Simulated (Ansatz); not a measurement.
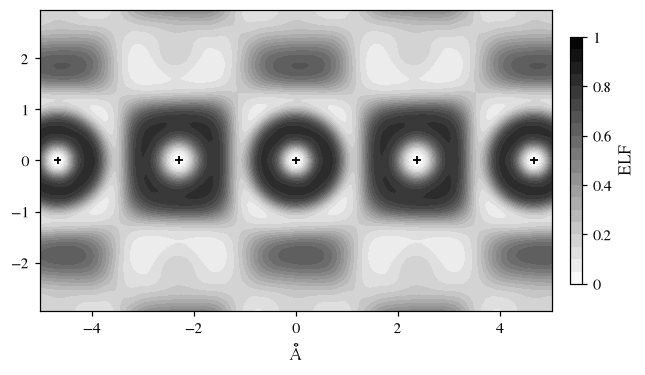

The ELF on a plane through atoms (crosses mark nuclei in the plane).

These are results of Kohn-Sham DFT of a periodic cell, HSE06 form with a typed share of exact exchange, Ansatz PAW in Ansatz 0.2.0, not measurements.

Candidates:
A. ZrC, a = 3.28 Å, b = 3.31 Å, c = 3.31 Å, α = 119.01°, β = 90.24°, γ = 119.45°. Space group P1.
B. SnO, a = 3.13 Å, b = 3.13 Å, c = 3.13 Å, α = 90.00°, β = 90.00°, γ = 90.00°. Space group Pm-3m; a generated structure, not necessarily the stable one; computed pressure about −3 GPa in this cell.

### Which candidate gave the map?

Candidate A: ZrC on the (111) plane of the conventional cell, which holds Zr and C. Zr–C (2.29 Å): the ELF peaks at about 0.80 in the valence shell of C, 0.7 Å from its nucleus, and is about 0.25 at the midpoint; no localised pair shows between them. Zr–C (2.38 Å): the ELF peaks at about 0.80 in the valence shell of C, 0.7 Å from its nucleus, and is about 0.25 at the midpoint: no localised pair shows between them.
